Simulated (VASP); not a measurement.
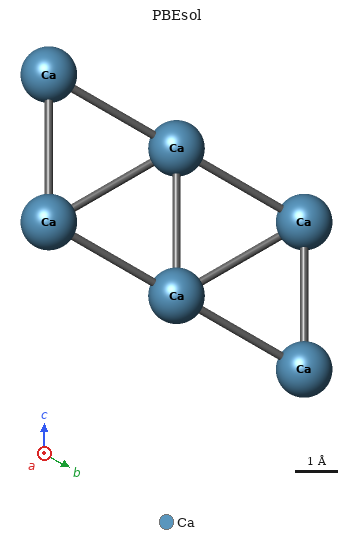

A crystal of Ca (set up in Im-3m), relaxed (cell and atoms) with several functionals. The picture shows the result with PBEsol. Style: ball-and-stick. Shown: the cell of the calculation, repeated 1 × 2 × 1 with one cell outlined, along the a axis.

Computed with VASP 6.6.1: VASP PAW PBE potentials, recommended; VASP PAW LDA potentials, recommended (each functional with its own set). (plane-wave cutoff 600 eV; k-point mesh 8 × 8 × 8; occupations fermi-dirac; smearing width 0.05 eV; no spin polarisation)

```tsv
functional	volume (Å³/atom)	a (Å)
PBEsol	40.530	3.748
r2SCAN	?	?
LDA	37.558	3.654
optB88-vdW	40.243	3.739
SCAN	43.554	3.839
AM05	41.352	3.773
PBE	42.186	3.798
revPBE	44.107	3.855
PW91	41.878	3.789
rev-vdW-DF2	40.639	3.751
RPBE	44.730	3.873
vdW-DF-cx	40.994	3.762
BLYP	42.308	3.802
```

> Fill in the missing row.

With r2SCAN the volume falls between SCAN (43.554) and revPBE (44.107). The calculation gives 43.575 Å³/atom (a = 3.840 Å). In order of volume: LDA < optB88-vdW < PBEsol < rev-vdW-DF2 < vdW-DF-cx < AM05 < PW91 < PBE < BLYP < SCAN ≈ r2SCAN < revPBE < RPBE; the spread is 19.1 %.
